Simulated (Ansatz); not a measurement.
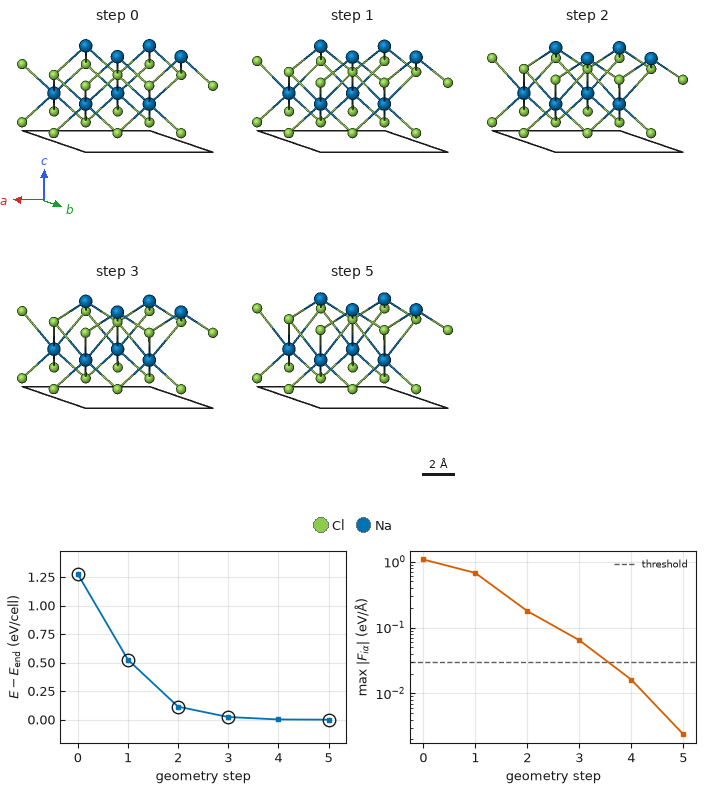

Frames of a constrained relaxation of a slab of composition NaCl (cut from the Fm-3m phase), marked on the history of the run. Style: ball-and-stick. Shown: the cell of the calculation, outlined in the plane, without the vacuum (origin shifted), from a free direction.

Case: clean slab, lower planes held. The slab is the (1 1 1) face of NaCl. 8 atoms are held fixed.

Method: DFT PBE, scalar-relativistic, plane waves, PAW in Ansatz 0.2.0. Settings: plane-wave cutoff 420 eV; k-point mesh 2 × 2 × 1; occupations gaussian; smearing width 0.05 eV; no spin polarisation; dipole correction; atoms relaxed in a fixed cell; force threshold 0.03 eV/Å; at most 70 steps.

Question: Describe the path.

Answer: The energy falls by 1.276 eV per cell of the calculation in 5 geometry steps. The largest force component goes from 1.1 to 0.0024 eV/Å. The largest moves, 0.76 Å, are those of Cl atoms. Largest moves by element: Cl 0.76 Å, Na 0.18 Å. The lattice vectors keep their values. Some distances before and after: Cl–Na 2.848 → 3.342 Å, Cl–Na 2.848 → 2.560 Å. Bond angles that change, for instance: Na–Cl–Na 90.0° → 103.7°, Cl–Na–Cl 90.0° → 103.7°. From step 0 to 1: Cl atoms move most (0.19 Å), energy −0.751 eV per cell of the calculation. From step 1 to 2: Cl atoms move most (0.19 Å), energy −0.412 eV per cell of the calculation. From step 2 to 3: Cl atoms move most (0.19 Å), energy −90.5 meV per cell of the calculation. From step 3 to 5: Cl atoms move most (0.18 Å), energy −23.4 meV per cell of the calculation.

```tsv
step	E − E(0), meV/atom	largest force component, eV/Å
0	0.00	1.0792
1	-46.91	0.6747
2	-72.65	0.1780
3	-78.30	0.0642
4	-79.65	0.0162
5	-79.77	0.0024
```

Limits of the set-up: the k-point mesh is coarse for a cell with partly filled bands.
